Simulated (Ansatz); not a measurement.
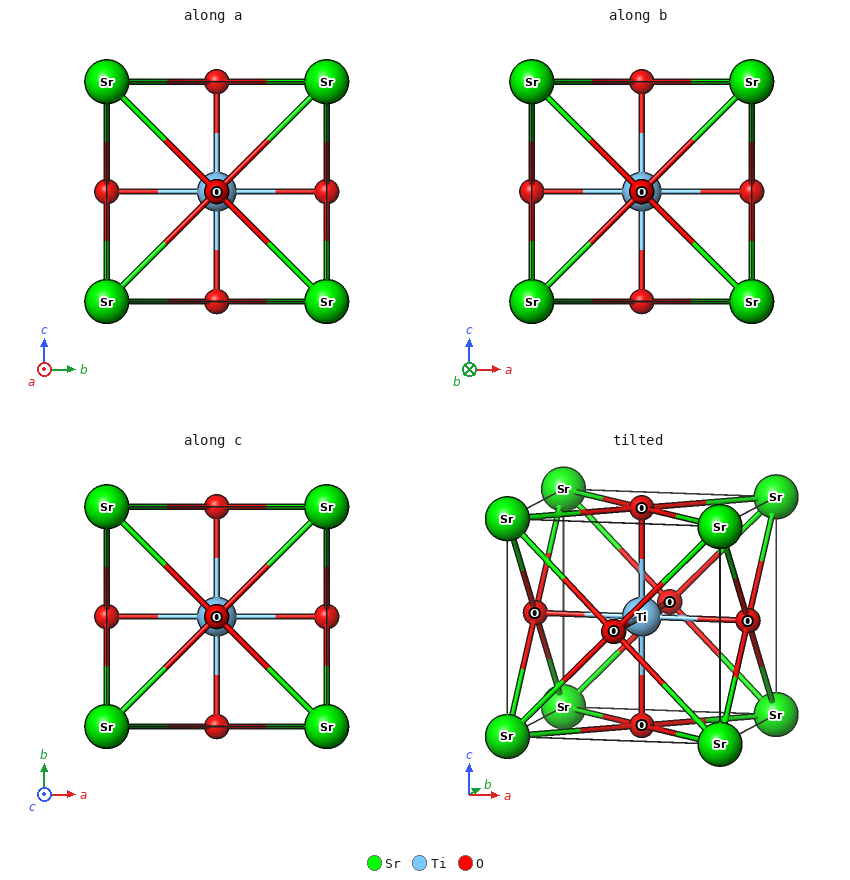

Ball-and-stick representation of a periodic structure, projected along the a axis, along the b axis, along the c axis and slightly off an axis. Atoms at the boundary of the conventional unit cell (the box) are drawn once for each face, edge or corner they touch.

Lattice parameters: a = 3.897 Å, b = 3.897 Å, c = 3.897 Å, α = 90.00°, β = 90.00°, γ = 90.00°.

**Convert the drawing into a table of Wyckoff sites.**

Space group Pm-3m (No. 221).
```tsv
atom	site	x	y	z
Sr	1a	0.0000	0.0000	0.0000
Ti	1b	0.5000	0.5000	0.5000
O	3c	0.5000	0.5000	0.0000
```

The cell started as a structure type filled with these elements by a generator (whether the compound takes this form wasn't checked). The picture shows the end point of a geometry optimisation with DFT, r2SCAN+rVV10, plane waves, PAW (Ansatz).
